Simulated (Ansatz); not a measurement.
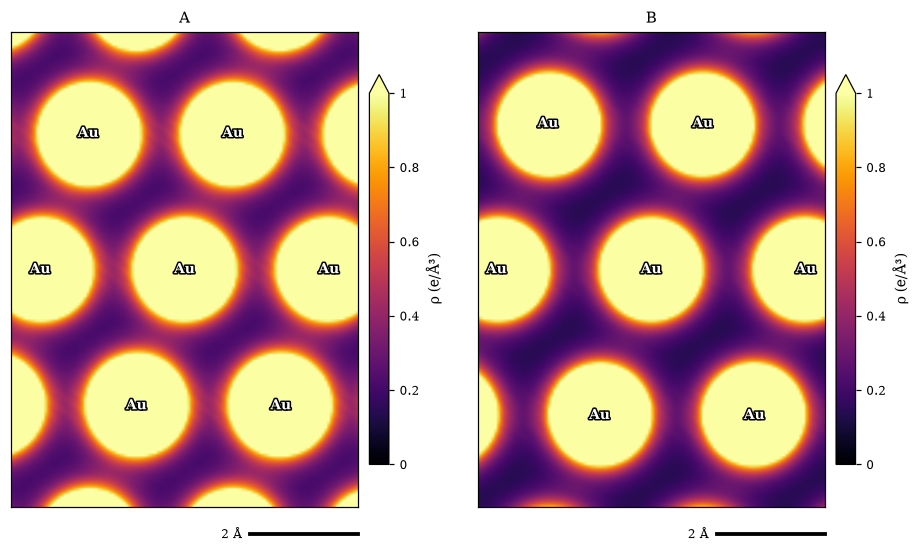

Au. The valence pseudo-density of two cells that differ in size, on the (101̄) plane of each (indices in the axes of the calculation cell), at one length scale and on one colour scale; one has 14.7 and the other 18.1 Å³ an atom.

All numbers below come from Ansatz 0.2.0, DFT PBE, scalar-relativistic, plane waves, PAW.

In a PAW calculation such maps are meaningful between the atoms, not at the nuclei.

The larger cell:

```
CELL_PARAMETERS angstrom
-1.65473 1.65473 1.65473
1.65473 -1.65473 1.65473
1.65473 1.65473 -1.65473
ATOMIC_POSITIONS crystal
Au 0.00000 0.00000 0.00000
```

The smaller cell: a = 2.675 Å, b = 2.675 Å, c = 2.675 Å, α = 109.47°, β = 109.47°, γ = 109.47°.

**Which is the denser cell? Describe the effect of the change.**

Panel A is the smaller cell, by 19 % in volume. From the larger cell to the smaller, Au–Au goes from 2.87 to 2.67 Å, and the density at its midpoint from 0.28 to 0.41 e/Å³; the pressure goes from −1.0 to 50 GPa.
